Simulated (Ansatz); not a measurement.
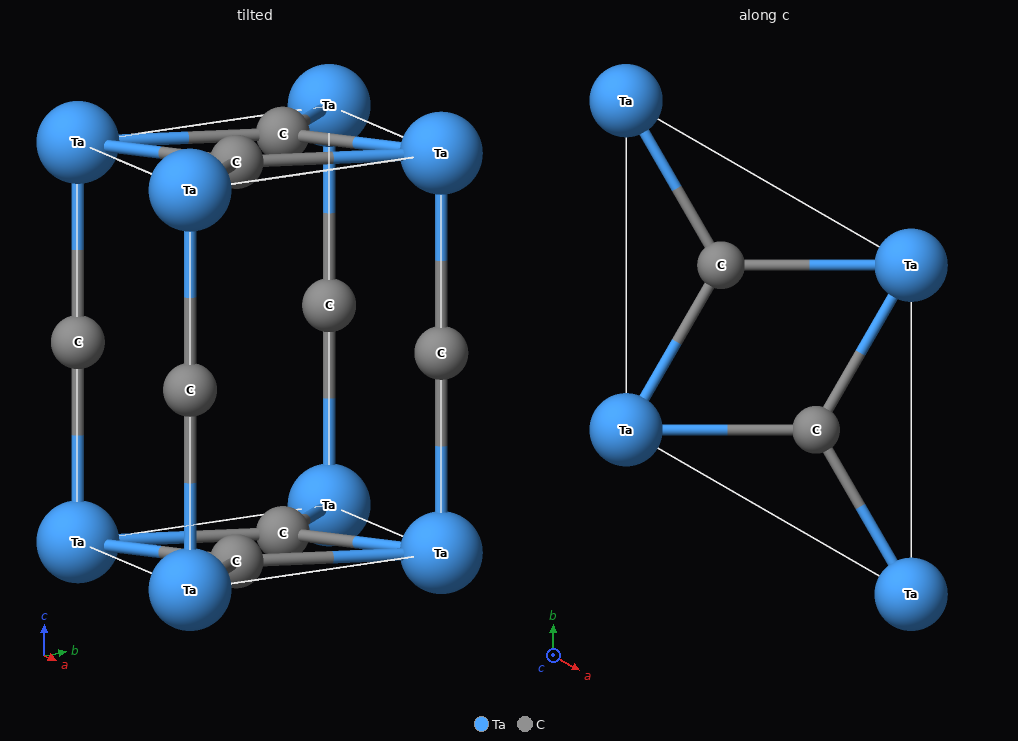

Structure drawing (ball-and-stick), viewed slightly off an axis and along the c axis. Atoms at the boundary of the conventional unit cell (the box) are drawn once for each face, edge or corner they touch. Cell: a = 3.88 Å, b = 3.88 Å, c = 4.20 Å, α = 90.00°, β = 90.00°, γ = 120.00°.

The structure comes from a random cell made by a generator, so it need not be a real form of the compound. Earlier steps of the study may have refined or changed the cell and positions. An electronic-structure calculation with Ansatz was run on it.

### Characterise what is shown.

The stoichiometry is TaC3. The atoms follow space group P6/mmm (No. 191); the Bravais lattice is primitive hexagonal. In the cell are 1 Ta, 3 C, which makes 1 formula unit. Ta is linked to eight C at about 2.1 to 2.2 Å. C takes two kinds of site: 2c with three Ta in a trigonal planar arrangement at about 2.2 Å; 1b with two Ta in a linear arrangement at about 2.1 Å. The bonds build a three-dimensional framework.

Method: DFT PBE, scalar-relativistic, plane waves, PAW in Ansatz 0.2.0; 420 eV cutoff, 12×12×12 k-mesh, Gaussian smearing of 0.1 eV, no spin polarisation.

### Does it come out as a metal, or with a gap?

A metal: bands cross the Fermi level.

### Give the Bader charge of each element.

Ta +1.95 e; C -0.71 to -0.62 e.

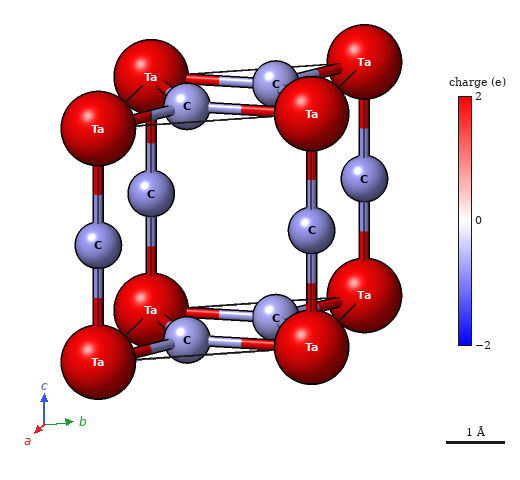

The atoms coloured by those charges. The run's cell of 4 atoms is drawn.

### Does the calculation find this structure at rest?

Yes. All forces vanish to within 0.01 eV/Å. The pressure is 0.0 GPa, close to zero.
